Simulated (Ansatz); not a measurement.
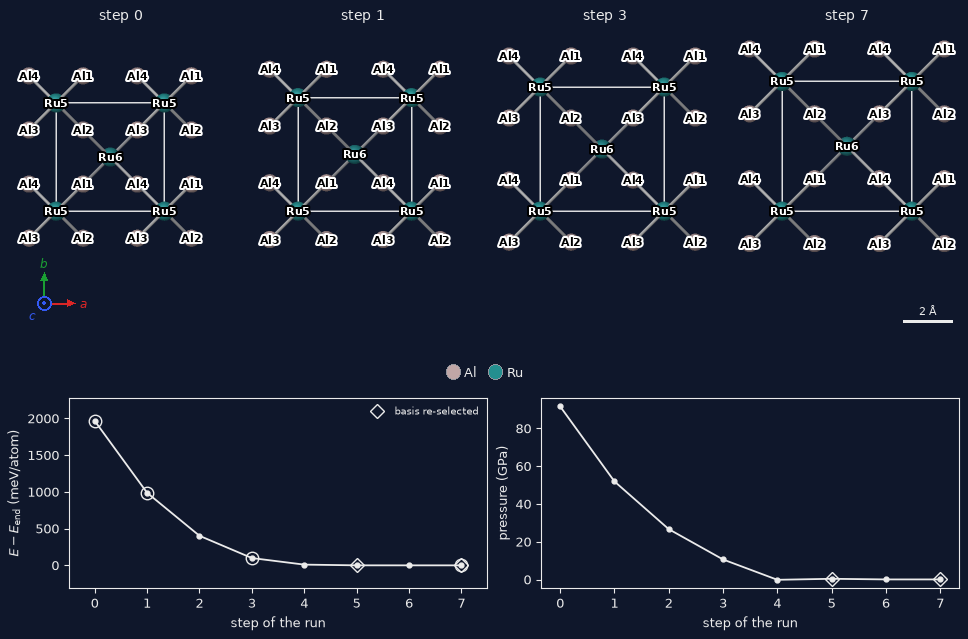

Frames of a relaxation of a crystal of Al$_{2}$Ru (built on the cuprite type) (coarse preliminary run), marked on the history of the run. A ball-and-stick model of the cell of the calculation, seen along the c axis.

Case: cuprite type (Pn-3m, No. 224).

Level of theory: Ansatz 0.2.0, DFT r2SCAN, scalar-relativistic, plane waves, PAW.

Input file:
```yaml
crystal:
  lattice:
    - [4.4430100874, 0.0, 0.0]
    - [0.0, 4.4430100874, 0.0]
    - [0.0, 0.0, 4.4430100874]
  atoms:
    - { symbol: Al, position: [0.25, 0.25, 0.25] }
    - { symbol: Al, position: [0.25, 0.75, 0.75] }
    - { symbol: Al, position: [0.75, 0.75, 0.25] }
    - { symbol: Al, position: [0.75, 0.25, 0.75] }
    - { symbol: Ru, position: [0.0, 0.0, 0.0] }
    - { symbol: Ru, position: [0.5, 0.5, 0.5] }
basis:
  ecutwfc: 500
kpoints:
  mp_grid: { grid: [4, 4, 4] }
hamiltonian:
  xc: r2scan
scf:
  occupations: { method: gaussian, width: 0.1 }
  lower_state_search: "off"
output:
  forces: true
  stress: true
  eigenvalues: true
relax:
  adjacent_minimum: "off"
  f_tol: 0.04
  max_steps: 70
  cell: { stress_tol: 0.4 }
```

Launched with:
```bash
ansatz run input.yaml --threads 1 --pin off --max-ram 3072MiB --backend cpu --events-out ev --progress --plain --runs-dir out
```

### Describe the path.

The atoms keep their places relative to the cell (all moves are under 0.005 Å). Cell: a = b = c 4.443 → 5.326 Å (+19.9 %). Volume +72.2 %. Near-neighbour distances that change, for instance: Al1–Ru5 1.924 → 2.306 Å. The space group stays Pn-3m (No. 224). Over 5 accepted moves (7 points after the start) the energy falls by 1968 meV per atom. All forces vanish by symmetry, so only the cell relaxes. The pressure goes from 91.68 to 0.09 GPa. The SCF was repeated twice at an unchanged geometry on a basis and grid sized afresh for the cell, which shifted the energy by 9.7 meV per atom at most. Cost: 53 s on 1 thread of Arm Neoverse V1 (shared host), peak memory 0.66 GiB. From step 0 to 1: volume +15.3 %, energy −980 meV per atom. From step 1 to 3: volume +30.6 %, energy −889 meV per atom. From step 3 to 7: volume +14.3 %, energy −99.4 meV per atom.

```csv
step,"E − E(0), meV/atom","pressure, GPa","volume, Å³/atom",note
0,0.00,91.68,14.618,
1,-979.61,51.96,16.862,
2,-1565.29,26.71,19.324,
3,-1868.34,10.65,22.028,
4,-1957.80,-0.11,25.038,
5,-1967.49,0.43,25.038,"same geometry, new basis"
6,-1967.68,0.09,25.173,
7,-1967.70,0.09,25.173,"same geometry, new basis"
```
